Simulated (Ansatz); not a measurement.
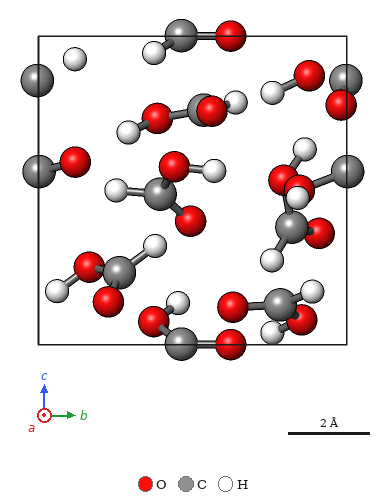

Starting frame of a dynamics run of a periodic cell with 8 HCOOH at 1.348 g/cm³. The picture is a ball-and-stick view of the simulation cell, seen along the a axis.

The calculation used DFT PBEsol, scalar-relativistic, plane waves, PAW in Ansatz 0.2.0.

Input file:
```yaml
crystal:
  lattice:
    - [7.683475, 0.0, 0.0]
    - [0.0, 7.683475, 0.0]
    - [0.0, 0.0, 7.683475]
  atoms:
    - { symbol: O, position: [0.89175248, 0.87817148, 0.87172265] }
    - { symbol: C, position: [1.01307283, 0.99649175, 0.85612226] }
    - { symbol: O, position: [1.151057, 0.98131913, 0.77677846] }
    - { symbol: H, position: [0.9155243, 0.75857199, 0.81633635] }
    - { symbol: H, position: [0.97744331, 1.1180612, 0.92527723] }
    - { symbol: O, position: [0.73102345, 0.84605948, 0.50063587] }
    - { symbol: C, position: [0.68748513, 1.0022179, 0.56097698] }
    - { symbol: O, position: [0.79006568, 1.11952715, 0.59180205] }
    - { symbol: H, position: [0.85915862, 0.84040612, 0.47571413] }
    - { symbol: H, position: [0.54379165, 1.01511839, 0.56785526] }
    - { symbol: O, position: [0.15085171, 0.37398478, 0.07470598] }
    - { symbol: C, position: [0.27762173, 0.46344828, 0.00184214] }
    - { symbol: O, position: [0.28922426, 0.62328606, 0.00013806] }
    - { symbol: H, position: [0.06730658, 0.45259015, 0.13470035] }
    - { symbol: H, position: [0.37680162, 0.37492172, -0.05469172] }
    - { symbol: O, position: [0.27065972, 0.79563746, 0.53302783] }
    - { symbol: C, position: [0.18895549, 0.82162461, 0.3808493] }
    - { symbol: O, position: [0.05832024, 0.91003877, 0.36091169] }
    - { symbol: H, position: [0.20939319, 0.86331046, 0.63301074] }
    - { symbol: H, position: [0.26267302, 0.75724348, 0.27339422] }
    - { symbol: O, position: [0.26214025, 0.44085773, 0.57675674] }
    - { symbol: C, position: [0.12006342, 0.39451024, 0.48784697] }
    - { symbol: O, position: [0.03093015, 0.49328379, 0.40017281] }
    - { symbol: H, position: [0.27490445, 0.56976038, 0.56332866] }
    - { symbol: H, position: [0.09546992, 0.25255544, 0.4999528] }
    - { symbol: O, position: [0.48474968, 0.16491544, 0.2511445] }
    - { symbol: C, position: [0.62895663, 0.26244253, 0.23319124] }
    - { symbol: O, position: [0.74984808, 0.22683789, 0.13879783] }
    - { symbol: H, position: [0.49508455, 0.06046876, 0.17339016] }
    - { symbol: H, position: [0.62184997, 0.37823877, 0.31983163] }
    - { symbol: O, position: [0.64254379, 0.38559938, 0.73339459] }
    - { symbol: C, position: [0.71928825, 0.5359302, 0.76033096] }
    - { symbol: O, position: [0.87670889, 0.56240899, 0.75683754] }
    - { symbol: H, position: [0.72450764, 0.2920374, 0.68768343] }
    - { symbol: H, position: [0.62110179, 0.63940756, 0.78498093] }
    - { symbol: O, position: [0.52544298, 0.85349982, 0.08024896] }
    - { symbol: C, position: [0.6785396, 0.78410723, 0.12897948] }
    - { symbol: O, position: [0.71272377, 0.63044729, 0.1212883] }
    - { symbol: H, position: [0.44297787, 0.75822027, 0.03873967] }
    - { symbol: H, position: [0.76915942, 0.88764072, 0.17187449] }
basis:
  ecutwfc: 420.0
kpoints:
  mp_grid: { grid: [1, 1, 1] }
hamiltonian:
  xc: pbesol
scf:
  occupations: { method: fermi_dirac, width: 0.05 }
  lower_state_search: "off"
md:
  timestep: 0.5
  n_steps: 300
  ensemble: nvt_langevin
  temperature: 250.0
  initial_velocities: maxwell_boltzmann
  seed: 978333
  friction: 0.02
```

Run as
```bash
ansatz run input.yaml --threads 1 --pin off --max-ram 3072MiB --backend cpu --events-out ev --progress --plain --runs-dir out
```

### What does the trajectory do?

The mean temperature in the second half is 239 K (standard deviation 25 K). The potential energy in the second half lies on average 20.7 meV per atom above the first frame. In the second half of the run the atoms are, in the root-mean-square, this far from where they began (common drift taken out): H 0.40 Å, O 0.35 Å, C 0.27 Å. The heavy atoms stay within a fraction of a molecule's size of their starting places; so short a run doesn't tell a liquid from a solid.

Along the run (each row but the first and the last is the mean over the interval that it begins):

| time (fs) | potential energy (meV/atom) | T (K) |
| --- | --- | --- |
| 0.0 | 0.0 | 244 |
| 18.5 | 10.5 | 188 |
| 37.0 | 11.5 | 174 |
| 55.5 | 14.4 | 199 |
| 74.0 | 17.0 | 263 |
| 92.5 | 21.1 | 230 |
| 111.0 | 22.6 | 226 |
| 129.5 | 21.4 | 234 |
| 148.0 | 22.5 | 234 |

The paths of the atoms:

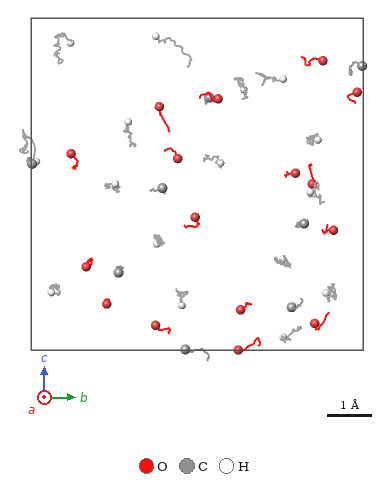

Limits of the set-up: the periodic images lie only 7.7 Å apart, so the values are limited by the cell's size.
